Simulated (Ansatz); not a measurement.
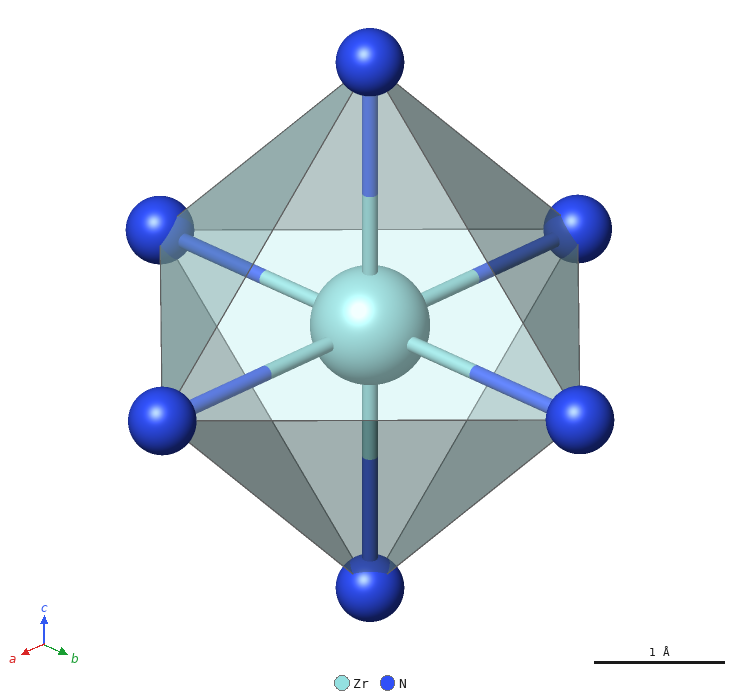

Coordination of Zr in ZrN (Fm-3m). The shape measure S (0 to 100) is the computed least-squares distance from an ideal polyhedron; S = 0 means ideal. Origin: a calculation's input that goes back to an entry of the Crystallography Open Database (an earlier step may have relaxed or displaced it).

Name the coordination polyhedron and say how regular it is.

ZrN6: an essentially ideal octahedron (coordination number 6, S = 0.00; next best trigonal prism, S = 16.7).

Does the central atom sit at the centroid of its ligands?

Yes, to within 0.01 Å; the site symmetry is m-3m.

How long are the bonds?

6 × Zr–N 2.28 Å. The next neighbour, not counted, lies at 3.23 Å.
